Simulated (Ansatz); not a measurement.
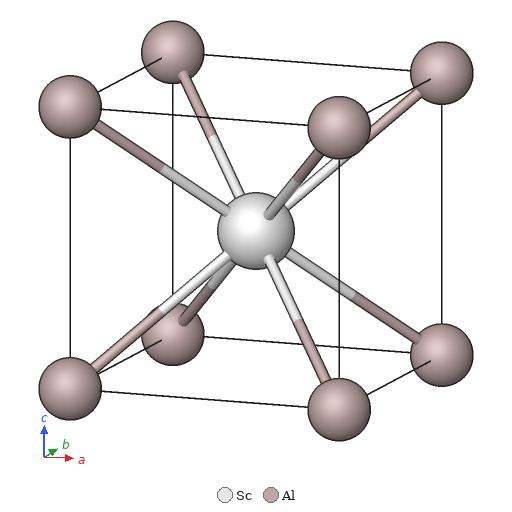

System: ScAl, space group Pm-3m (No. 221). The picture shows the cell.

Structure:
```
CELL_PARAMETERS angstrom
3.19400 0.00000 0.00000
0.00000 3.19400 0.00000
0.00000 0.00000 3.19400
ATOMIC_POSITIONS crystal
Sc 0.50000 0.50000 0.50000
Al 0.00000 0.00000 0.00000
```

Method: elastic stress-strain coefficients at zero temperature from small strains of the given cell, Voigt order xx yy zz yz xz xy, Cartesian axes of the cell vectors; plane waves with PAW datasets, Γ-centred k mesh (Ansatz 0.2.0). Level: PBEsol, no spin polarisation.

wave cutoff 420 eV; k mesh 14×14×14; occupations Fermi–Dirac; smearing width 0.15 eV; ions relaxed; strain amplitude 0.005.

What does the calculation give for the Young's modulus as a function of direction in the xy, xz and yz planes?

Over all directions E runs from 58 to 304 GPa, a ratio of 5.2, a strong anisotropy. E is 58 GPa along x, y and z alike, and 304 GPa along the body diagonal x + y + z. The Hill averages are K = 136 GPa and G = 65 GPa, Poisson's ratio 0.29; K/G = 2.07, above Pugh's empirical 1.75, a sign of ductile behaviour in a metal.

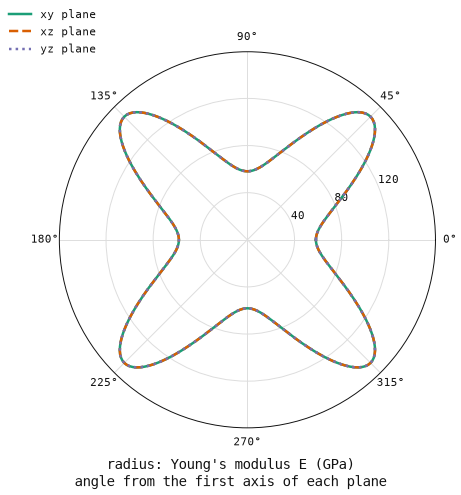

Caveats: metal sensitive to the k mesh.
